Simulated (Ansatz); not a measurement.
## MgO: single-point calculation

System: MgO (12 atoms in the cell).
Method: DFT PBEsol, scalar-relativistic, plane waves, PAW, no spin polarisation (Ansatz 0.2.0).

The structure derives from an entry of the Crystallography Open Database. It belongs to a series of runs on one base structure; here: the crystal opened by -0.15 A across the cut. Figures and captions count atoms from 1; the log counts them from 0 in places.

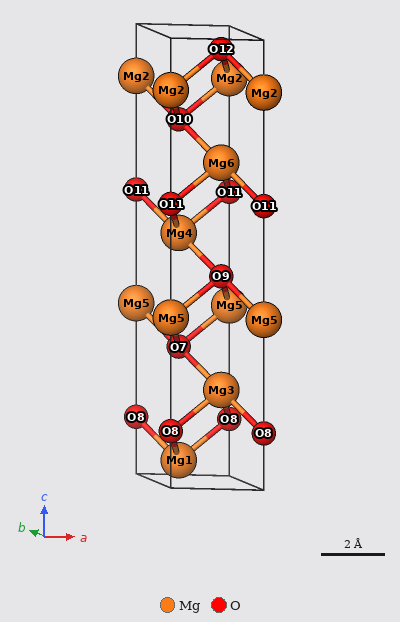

**Figure 1.** The structure (ball-and-stick view of the cell of the calculation, set on other vectors, seen slightly off an axis; atoms are numbered from 1 in the order of the input). An atom can appear more than once, as a periodic image.

Input
```yaml
crystal:
  lattice:
    - [2.13515, -2.13515, 0.0]
    - [2.13515, 0.0, -2.13515]
    - [8.4539974596, 8.4539974596, 8.4539974596]
  atoms:
    - { symbol: Mg, position: [0.6666666667, 0.6666666667, 0.042093499] }
    - { symbol: Mg, position: [0.0, 0.0, 0.8839634783] }
    - { symbol: Mg, position: [0.3333333333, 0.3333333333, 0.2104674948] }
    - { symbol: Mg, position: [0.6666666667, 0.6666666667, 0.5472154866] }
    - { symbol: Mg, position: [0.0, 0.0, 0.3788414907] }
    - { symbol: Mg, position: [0.3333333333, 0.3333333333, 0.7155894824] }
    - { symbol: O, position: [0.6666666667, 0.6666666667, 0.2946544928] }
    - { symbol: O, position: [0.0, 0.0, 0.1262804969] }
    - { symbol: O, position: [0.3333333333, 0.3333333333, 0.4630284886] }
    - { symbol: O, position: [0.6666666667, 0.6666666667, 0.7997764804] }
    - { symbol: O, position: [1.0, 1.0, 0.6314024845] }
    - { symbol: O, position: [0.3333333333, 0.3333333333, 0.9681504762] }
basis:
  ecutwfc: 420
kpoints:
  mp_grid: { grid: [9, 9, 2] }
hamiltonian:
  xc: pbesol
scf:
  occupations: { method: gaussian, width: 0.05 }
output:
  forces: true
  stress: true
  eigenvalues: true
  write_density: true
  write_potential: true
  elf: true
  volumetric_format: npy
```

Command:
```bash
ansatz run input.yaml --threads 2 --pin off --max-ram 5120MiB --backend cpu --events-out ev --progress --plain --runs-dir out
```

Output
```
Engine: ansatz 0.2.0, x86_64-unknown-linux-gnu
Pseudopotentials: kind: paw
Pseudopotential: Mg, paw, valence charge 10, recommended cutoff 420 eV (normal), Mg.paw.azcp
Pseudopotential: O, paw, valence charge 6, recommended cutoff 420 eV (normal), O.paw.azcp
Functional definition: PBEsol
  exchange = pbesol_x
  correlation = pbesol_c
Crystal: 12 atoms, lattice volume = 115.622 Å³
Basis set: ecut = 420 eV, 2185 PW (Γ), exchange–correlation on 48×48×200 points (8 copies of the dense FFT grid, shifted against one another)
Bands: 60, of which v1, the nominal top of the filled ones, is band 48 counted from 1 (47 counted from 0)
Symmetry: 6 space group operations
Space group: P3m1 (ITA 156), of the structure as read, at distance tolerance 4.9e-5 Å
k-points: 24 of 162 (time reversal used)
Non-local potential: Mg, projectors of the file, l = 0: 3, l = 1: 2, l = 2: 1
Non-local potential: O, projectors of the file, l = 0: 2, l = 1: 2, l = 2: 1
PAW form: soft (Blöchl's): semilocal exchange-correlation on the pseudo side does not see the compensation charge
PAW frozen core: Mg, regenerated for the run's functional, and the local potential with it (the file was generated under x = pbe(κ = 0.804, μ = 0.2195149727645171), c = pbe(β = 0.06672455060314922))
PAW frozen core: O, regenerated for the run's functional, and the local potential with it (the file was generated under x = pbe(κ = 0.804, μ = 0.2195149727645171), c = pbe(β = 0.06672455060314922))
PAW one-centre angular grid: Mg, 110 points (default); XC on 64 Gauss nodes
PAW one-centre angular grid: O, 110 points (default); XC on 64 Gauss nodes
Initial density: superposition of atomic densities (neutral atoms: chi_scale 0, normalization atom), corrected by the library's trained network
Initial wavefunctions: pseudopotential atomic-orbital guess
Functional: x = pbesol(κ = 0.804, μ = 0.12345679012345678), c = pbesol(β = 0.046)
SCF iter   1: F=—  HF=-14855.125266 eV  |F-HF|=—  |Δ(HF+E_count)|=         —  Δρ=1.42e-2  dr2=1.86e-1  ethr=1.77e-3  ⟨swp⟩=6.2  Hψ=5857  notcnv=0  defer=21
preconditioner: auto → Resta (q_TF=auto, 2.645 Å⁻¹)  ε∞=3.4  [insulator: Δε(μ)=3.946 eV  Ē_g=15.378 eV  σ=0.050 eV  W_gap=1.00  n_scr=42 (ndim 8)  ℏωp=23.9 eV  f_vac=0.000  D(μ)=0.00/eV (n_scr^D=0)  ε∞_Penn≈3.4]
SCF iter   2: F=—  HF=-14855.075029 eV  |F-HF|=—  |Δ(HF+E_count)|=   5.02e-2  Δρ=4.48e-3  dr2=2.31e-2  ethr=1.94e-4  ⟨swp⟩=2.0  Hψ=2046  notcnv=0  defer=135
SCF iter   3: F=—  HF=-14855.069249 eV  |F-HF|=—  |Δ(HF+E_count)|=   5.78e-3  Δρ=9.70e-4  dr2=6.77e-4  ethr=2.41e-5  ⟨swp⟩=2.0  Hψ=1876  notcnv=0  defer=135
SCF iter   4: F=—  HF=-14855.069192 eV  |F-HF|=—  |Δ(HF+E_count)|=   5.73e-5  Δρ=2.01e-4  dr2=5.08e-5  ethr=7.05e-7  ⟨swp⟩=1.3  Hψ=1494  notcnv=0  defer=135
SCF iter   5: F=—  HF=-14855.069185 eV  |F-HF|=—  |Δ(HF+E_count)|=   7.04e-6  Δρ=4.23e-5  dr2=6.84e-6  ethr=5.29e-8  ⟨swp⟩=2.0  Hψ=1792  notcnv=0  defer=135
SCF iter   6: F=—  HF=-14855.069183 eV  |F-HF|=—  |Δ(HF+E_count)|=   1.44e-6  Δρ=2.84e-5  dr2=1.28e-6  ethr=7.13e-9  ⟨swp⟩=2.0  Hψ=1871  notcnv=0  defer=135
SCF iter   7: F=-14855.069183 eV  HF=-14855.069183 eV  |F-HF|=8.47e-8  |Δ(HF+E_count)|=   3.47e-7  Δρ=7.31e-6  dr2=8.21e-8  ethr=1.04e-10  ⟨swp⟩=12.8  Hψ=10858  notcnv=0
SCF 1 converged in 7 iterations: F = -14855.069183 eV  dr2 = 8.21e-8
  greatest PAW one-centre occupation: 1.000 electrons in one spin orbital (limit 2), on the Mg atom at site 0 (counted from 0), in its partial waves of l = 0
```

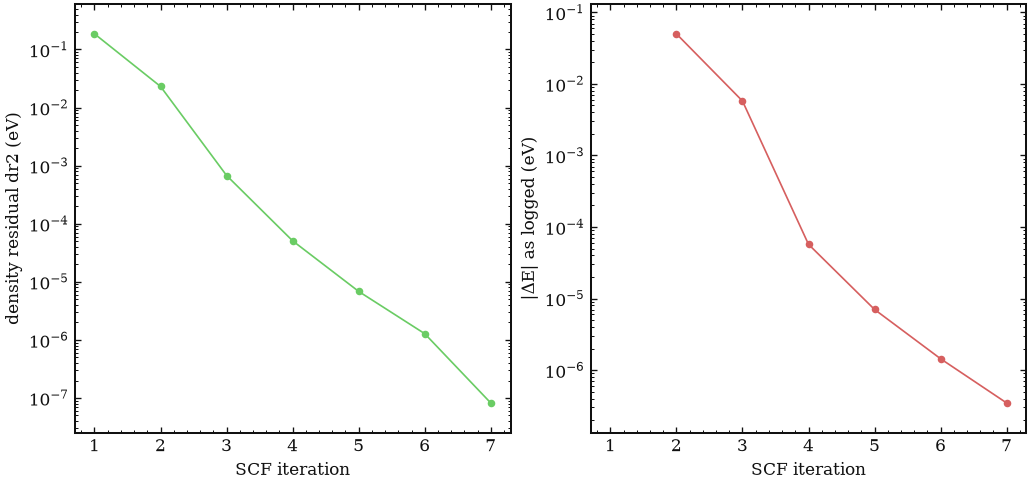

**Figure 2.** Convergence of the self-consistent field: density residual dr2 and size of the energy change against the SCF iteration. The residual falls at every step.

```
SCF converged after 7 iterations
Free energy (F): -14855.069183 eV
Harris-Foulkes:  -14855.069183 eV  (|F-HF|=8.47e-8)
Internal energy: -14855.069183 eV  (E = F + TS)
E sigma→0 (E₀):  -14855.069183 eV
Fermi energy:    9.897227 eV
--- Per-component energies (eV) ---
  E_band       = -1791.242897
  E_kinetic    = 1524.638113
  E_local      = -9744.190054  (includes V_loc(G=0)·N_el)
  E_nonlocal   = 862.177153
  E_hartree    = 3367.966454
  E_xc         = -621.697854
  E_vxc        = -800.972675  (∫ρ·V_xc dr)
  E_paw        = -2598.833013  (= ΣΔE_a)
  E_vpaw       = -368.839159  (= ΣTr[D̂ρ^β])
  E_aug_tail   = 0.014774  (compensation charges beyond the density's cutoff)
  E_ewald      = -7645.709657
  E_core_change = 0.564901  (= ΣΔE_core)
  E_smearing   = -0.000000  (= −TS)
  E_closure    = 0.000000  (closes the sum)
  Σ components = -14855.069183   (vs F -14855.069183, Δ=0.00e0)
--- Forces (eV/Å), atoms counted from 1 ---
  atom   1  Mg     0.85303001     0.85303001     0.85303001
  atom   2  Mg    -0.27588666    -0.27588666    -0.27588666
  atom   3  Mg    -0.07804793    -0.07804793    -0.07804793
  atom   4  Mg    -0.08136151    -0.08136151    -0.08136151
  atom   5  Mg    -0.08129863    -0.08129863    -0.08129863
  atom   6  Mg    -0.08036429    -0.08036429    -0.08036429
  atom   7  O      0.08116682     0.08116682     0.08116682
  atom   8  O      0.11677524     0.11677524     0.11677524
  atom   9  O      0.08121566     0.08121566     0.08121566
  atom  10  O      0.07671958     0.07671958     0.07671958
  atom  11  O      0.08141042     0.08141042     0.08141042
  atom  12  O     -0.69336255    -0.69336255    -0.69336255
  max |Σ_I F_I| component: 3.82e-6 eV/Å
--- Stress (GPa, compression-positive) ---
       -4.157467       0.827883       0.827883
        0.827883      -4.157467       0.827883
        0.827883       0.827883      -4.157467
  P = ⅓ Tr σ = -4.1575 GPa (-41.575 kbar)
--- Band table (eV; the first three rows and the last of 24) ---
  k-point 0: bands = ["-64.7550", "-64.5432", "-64.3696", "-64.1962", "-64.0886", "-64.0227", "-31.7228", "-31.6789", "-31.6789", "-31.5033", "-31.4691", "-31.4691", "-31.3294", "-31.2956", "-31.2956", "-31.1561", "-31.1221", "-31.1221", "-31.0728", "-31.0085", "-31.0085", "-30.9771", "-30.9485", "-30.9485", "-9.6162", "-9.2194", "-8.9921", "-8.5687", "-8.3575", "-7.9466", "3.0721", "3.9863", "4.1546", "6.1060", "6.2380", "6.6131", "6.6131", "6.9867", "6.9867", "7.2050", "7.2050", "7.4080", "7.4080", "7.6022", "7.6022", "7.7204", "7.8714", "7.8714", "11.9226", "13.3186", "13.4731", "14.7512", "14.9378", "15.3100", "19.3472", "19.5898", "20.0820", "20.7384", "21.1523", "22.8156"]
  k-point 1: bands = ["-64.7550", "-64.5432", "-64.3696", "-64.1962", "-64.0886", "-64.0227", "-31.7228", "-31.6789", "-31.6789", "-31.5033", "-31.4691", "-31.4691", "-31.3294", "-31.2956", "-31.2956", "-31.1561", "-31.1221", "-31.1221", "-31.0728", "-31.0085", "-31.0085", "-30.9771", "-30.9485", "-30.9485", "-9.6117", "-9.2591", "-8.8854", "-8.6999", "-8.2814", "-7.9631", "3.1900", "3.5207", "4.9936", "5.1063", "6.6130", "6.6130", "6.9836", "6.9836", "7.0719", "7.2143", "7.2143", "7.3711", "7.3952", "7.3952", "7.6088", "7.6088", "7.8696", "7.8696", "12.2541", "12.5659", "14.2584", "14.3533", "14.9810", "15.3216", "19.4157", "19.6841", "19.8783", "20.3892", "22.1225", "22.6064"]
  k-point 2: bands = ["-64.7544", "-64.5426", "-64.3691", "-64.1957", "-64.0880", "-64.0222", "-31.7213", "-31.6856", "-31.6804", "-31.5020", "-31.4757", "-31.4706", "-31.3281", "-31.3021", "-31.2970", "-31.1548", "-31.1287", "-31.1236", "-31.0712", "-31.0158", "-31.0101", "-30.9760", "-30.9549", "-30.9500", "-9.5087", "-9.1215", "-8.8950", "-8.5038", "-8.2934", "-7.9011", "3.2334", "4.0553", "4.2106", "5.8170", "5.9012", "6.3009", "6.5276", "6.6282", "6.8360", "6.8989", "6.9987", "7.1279", "7.2560", "7.3160", "7.4725", "7.5266", "7.6726", "7.7919", "12.6067", "13.7845", "13.9683", "15.2736", "15.4485", "15.8494", "19.1393", "19.3734", "19.8759", "20.1737", "20.5207", "21.6997"]
  k-point 23: bands = ["-64.7495", "-64.5377", "-64.3642", "-64.1908", "-64.0829", "-64.0174", "-31.7181", "-31.7181", "-31.7086", "-31.5079", "-31.5073", "-31.4908", "-31.3343", "-31.3336", "-31.3172", "-31.1609", "-31.1602", "-31.1438", "-31.0577", "-31.0522", "-31.0488", "-30.9857", "-30.9854", "-30.9688", "-8.4368", "-8.1847", "-8.0082", "-7.8347", "-7.6611", "-7.5004", "3.8607", "3.9144", "4.0680", "4.3014", "4.3210", "4.4178", "4.7657", "4.9382", "4.9713", "5.1487", "5.1580", "5.2234", "6.3082", "6.4692", "6.4697", "6.6577", "6.8125", "6.9054", "17.2217", "17.5478", "17.7004", "17.7909", "17.8892", "18.0086", "18.9148", "18.9969", "19.2104", "19.2542", "19.4334", "19.4548"]
```

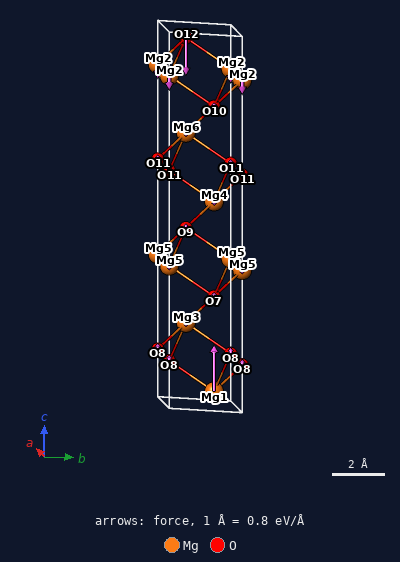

**Figure 3.** Forces on the atoms as pink arrows (ball-and-stick view of the cell of the calculation, set on other vectors, seen at an oblique angle; atoms are numbered from 1 in the order of the input). The largest act on Mg1 (1.48 eV/Å); O12 (1.20 eV/Å); Mg2 (0.48 eV/Å). The geometry is not a stationary point of this energy.

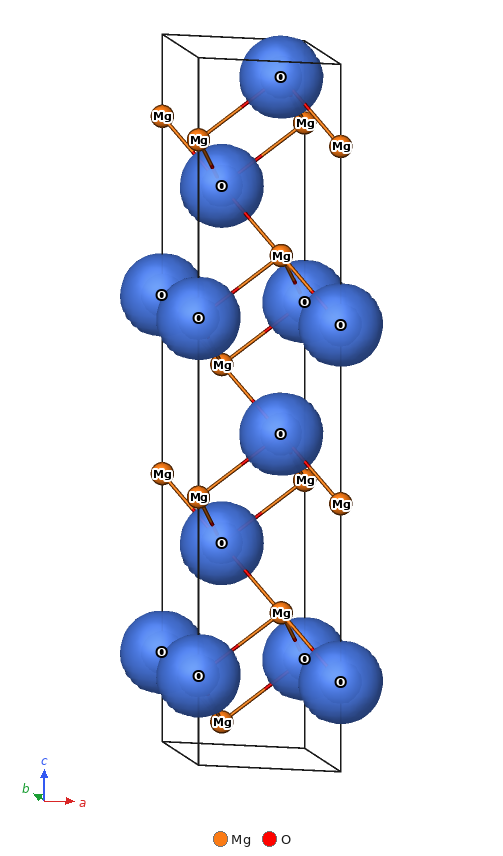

**Figure 4.** Isosurface of the electron localisation function at 0.75 (blue), seen slightly off an axis. Only the valence region is drawn (cores and ρ < 0.01 e/Å³ removed). Sticks mark near contacts. The outline is the cell set on symmetry axes. Along the contacts the grid gives the following. Mg–O (2.05 Å): the ELF is about 0.30 at the midpoint. The fields are those of the smooth PAW valence density.

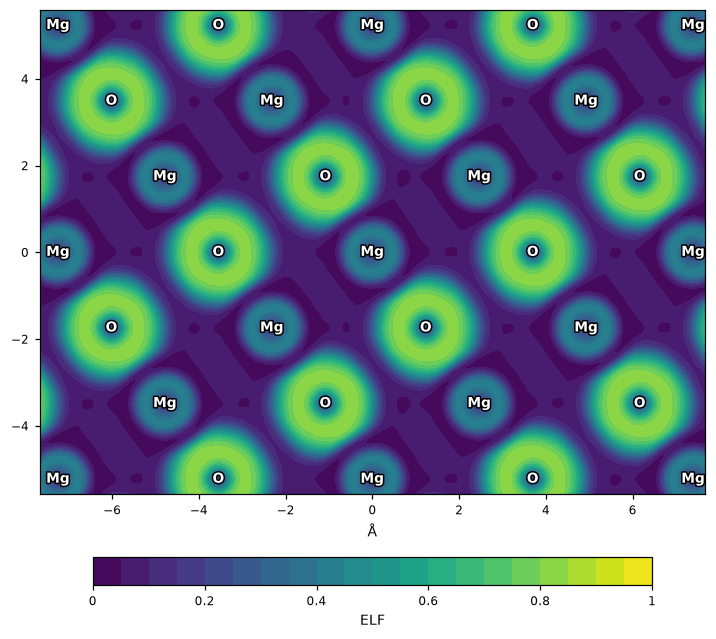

**Figure 5.** ELF on the (110) plane of the conventional cell. Mg–O (2.05 Å): the ELF is about 0.30 at the midpoint.

Summary

| quantity | value |
| --- | --- |
| outcome | converged |
| space group (tolerance 0.01 Å) | P3m1 (156) |
| electrons treated | 96 |
| free energy | −14855.0692 eV |
| Fermi energy | 9.897 eV |
| gap on the k-point mesh | 4.05 eV |
| pressure | −4.16 GPa |
| largest force (length of the vector) | 1.477 eV/Å |
| hardware | 2 threads of Intel Xeon (Granite Rapids), 32 GiB of memory available, shared host |
| wall time | 4 s (CPU time 7.8 s) |
| peak memory | 0.46 GiB |
